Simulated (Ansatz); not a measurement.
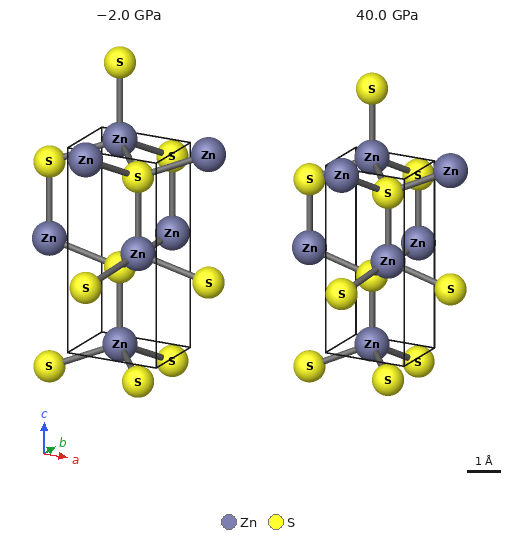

A crystal of ZnS (set up in P6_3mc), relaxed (cell and atoms) at several target pressures. The picture shows the first and the last member. Style: ball-and-stick. Shown: the cell of the calculation, slightly off an axis.

Computed with Ansatz 0.2.0: DFT PBE, scalar-relativistic, plane waves, PAW. Settings: plane-wave cutoff 420 eV; k-point mesh 12 × 12 × 6; occupations gaussian; smearing width 0.02 eV; no spin polarisation; cell and atoms relaxed; force threshold 0.008 eV/Å.

```csv
pressure (GPa),volume (Å³/atom),a (Å),c (Å),band gap (eV)
−2.0,20.817,3.886,6.368,1.94
0.0,20.170,3.844,6.305,2.08
2.0,?,?,?,?
5.0,18.940,3.762,6.181,2.36
10.0,18.033,3.698,6.091,2.58
20.0,16.686,3.596,5.959,2.91
40.0,14.950,3.446,5.816,2.90
```

> Fill in the missing row.

Murnaghan's form V = V₀(1 + B′P/B₀)^(−1/B′), with V₀ = 20.170 Å³ from the row at zero pressure, fits the other rows with B₀ = 70.6 GPa and B′ = 3.91 (largest miss 0.032 Å³). At 2.0 GPa it gives 20.170 × (1 + 3.91 × 2.0/70.6)^(−1/3.91) = 19.635 Å³ per atom. The calculation gives 19.641 Å³/atom (a = 3.809 Å, c = 6.252 Å). The estimate is 0.006 Å³/atom too low. For the gap a parabola through the rows −2.0, 0.0, 5.0 gives 2.20 eV, and the calculation 2.20 eV (semilocal gaps, lower than measured ones as a rule). From the first member to the last: S–Zn 2.387 → 2.125 Å.

The whole series:

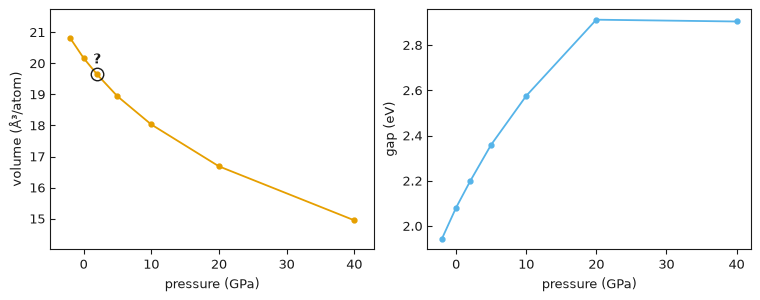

Each member starts from this one structure; whether another phase lies lower wasn't checked.
